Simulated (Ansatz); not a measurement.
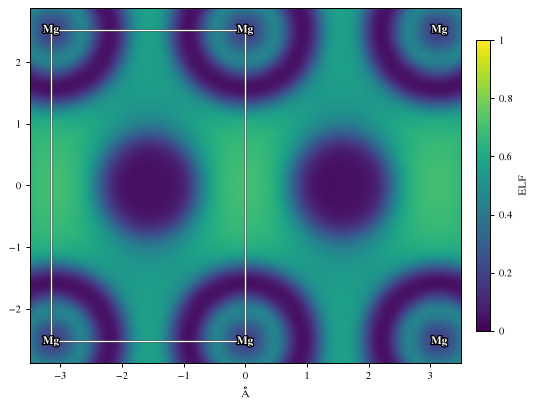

Figure 1: Mg. ELF on the (100) plane of the conventional cell.

Space group P6₃/mmc.

Computed with Ansatz, DFT PBE+D3(BJ), scalar-relativistic, plane waves, PAW.

### What does the map show?

Atoms in the plane: Mg.
Atoms just off the plane (Mg, 0.9 Å away) can leave unmarked features too.

### Does the calculation give a band gap?

It is metallic or semimetallic at this level of theory: no gap opens.
